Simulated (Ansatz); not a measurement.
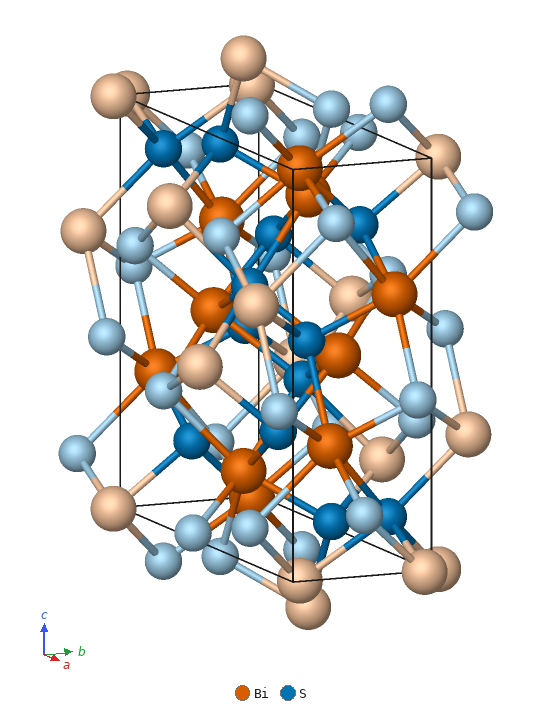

The structure above is drawn in ball-and-stick style and viewed slightly off an axis. The edges of the conventional unit cell are marked. Every bond is drawn to its end, so some atoms lie outside the box, in fainter colours.

Bi$_{2}$S$_{3}$, space group Pnma (No. 62), a = 11.355 Å, b = 3.986 Å, c = 11.078 Å, α = 90.00°, β = 90.00°, γ = 90.00°. Starting structure: a structure listed in the Materials Project. Earlier steps of the study may have refined or changed the cell and positions. It went into a calculation with Ansatz.

This one geometry was computed with Ansatz (DFT, plane waves, PAW) at five levels of theory: PBE, PBE with spin-orbit coupling, PBE0, HSE06 and r2SCAN.

> Which level gives the highest pressure at this volume, and what does that say about its equilibrium volume?

Highest: PBE (2.2 GPa) and PBE with spin-orbit coupling (2.6 GPa), which points to the largest equilibrium volume. Lowest, with the smallest volume: PBE0 (-0.1 GPa) and HSE06 (-0.1 GPa). Levels within 0.5 GPa of each other can't be told apart.

> How does the band gap change with the level of theory?

PBE with spin-orbit coupling: a gap of 0.94 eV, indirect; PBE: a gap of 1.37 eV, indirect; r2SCAN: a gap of 1.64 eV, indirect; HSE06: a gap of 1.98 eV, indirect; PBE0: a gap of 2.59 eV, indirect.

> Collect the results in a table.

| level | cutoff (eV) | k-mesh of the run's cell | gap (eV) | pressure (GPa) |
| --- | --- | --- | --- | --- |
| PBE | 420 | 2×6×2 | 1.37 | 2.2 |
| PBE with spin-orbit coupling | 420 | 2×6×2 | 0.94 | 2.6 |
| PBE0 | 420 | 2×4×2 | 2.59 | -0.1 |
| HSE06 | 420 | 2×4×2 | 1.98 | -0.1 |
| r2SCAN | 500 | 2×6×2 | 1.64 | 1.0 |

Gaps are taken on the k-mesh or band path of each run.
